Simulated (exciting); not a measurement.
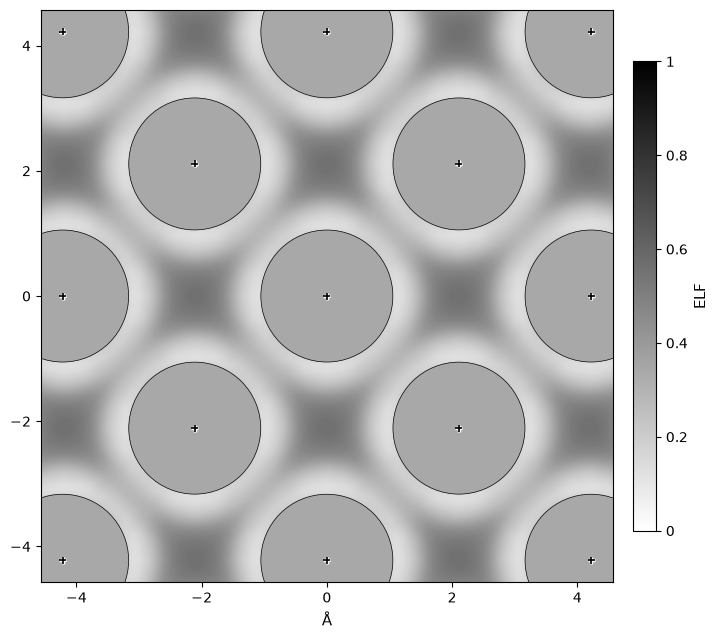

The ELF on a plane through atoms (crosses mark nuclei in the plane; grey discs cover the cores).

Theory: exciting, Kohn-Sham DFT of a periodic cell, PBE, all-electron LAPW+lo, shipped species files.

Candidates:
A. Ni, a = 3.48 Å, b = 3.48 Å, c = 3.48 Å, α = 90.00°, β = 90.00°, γ = 90.00°. Space group Fm-3m; a structure from a database of computed crystals, not necessarily the ambient phase; spin-polarised.
B. Ta, a = 4.22 Å, b = 4.22 Å, c = 4.22 Å, α = 90.00°, β = 90.00°, γ = 90.00°. Space group Fm-3m.

Question: Which candidate gave the map?

Answer: Candidate B: Ta on the (100) plane of the conventional cell, which holds Ta. Ta–Ta (2.98 Å): the ELF is about 0.30 at the midpoint: no shared electron pair shows on this line.
